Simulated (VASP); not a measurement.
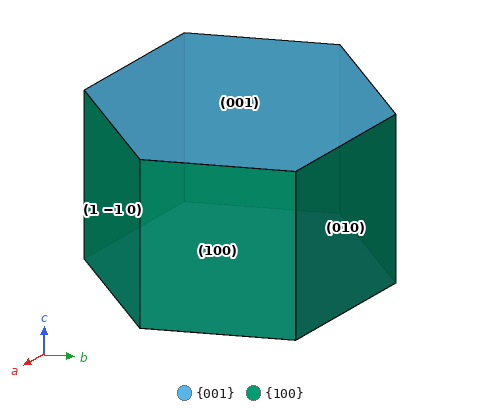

PtS2, space group P-3m1 (No. 164), a = 3.557 Å, b = 3.557 Å, c = 4.407 Å, α = 90.00°, β = 90.00°, γ = 120.00°. Crystal habit computed by the BFDH rule (growth rate of a face proportional to 1/d, systematic absences taken into account). This is a geometric estimate, not an energy calculation. Source: coordinates from a relaxation with VASP Kohn-Sham DFT of a periodic cell, PBEsol with D3(BJ), VASP PAW PBE potentials, recommended (VASP). Forms under 0.4 % of the area are left out.

> How many faces does the whole crystal have, by form?

8 faces: 6 of {100} and 2 of {001}.

> Which form makes up most of the surface, and how much?

{100}, with 6 faces and about 58 % of the area; its spacing is d = 3.080 Å.

> List the forms with their spacings and shares.

| form | faces | d (Å) | share of area (%) |
| --- | --- | --- | --- |
| {100} | 6 | 3.080 | 58.3 |
| {001} | 2 | 4.407 | 41.7 |
